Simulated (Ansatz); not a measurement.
Start from this file.

```yaml
crystal:
  lattice:
    - [3.76294, 0.00000, 0.00000]
    - [0.00000, 3.76294, 0.00000]
    - [0.00000, 0.00000, 4.64500]
  atoms:
    - { symbol: Sn, position: [0.50000, 0.00000, 0.24696] }
    - { symbol: Sn, position: [0.00000, 0.50000, 0.75304] }
    - { symbol: O, position: [0.00000, 0.00000, 0.00000] }
    - { symbol: O, position: [0.50000, 0.50000, 0.00000] }
```

### What would you see if this were drawn?

The material is SnO. The symmetry is that of P4/nmm (No. 129), on a primitive tetragonal lattice. Counting shared atoms by their share gives 2 Sn, 2 O, or 4 atoms. The coordination shell of Sn holds four O at 2.20 Å. Each O is bonded to four Sn in a distorted tetrahedral arrangement at 2.20 Å. The bonds build SnO layers parallel to (001).

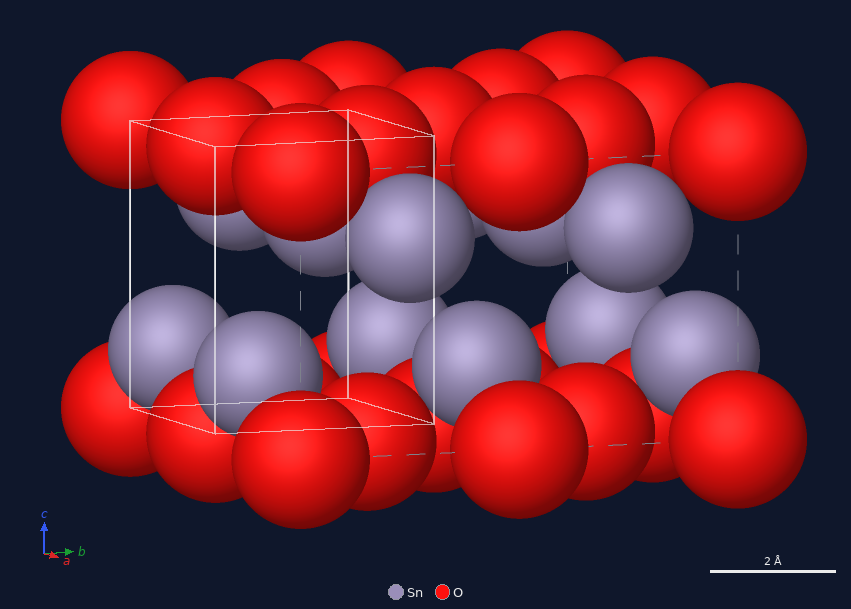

Crystal structure, space-filling style, seen slightly off an axis. Solid lines give the conventional unit cell, repeated here 2×2×1 times. Colours: tin purple, oxygen red.

The structure comes from a structure listed in the Materials Project. This is the structure after a relaxation with DFT LDA, scalar-relativistic, plane waves, PAW in Ansatz 0.2.0.
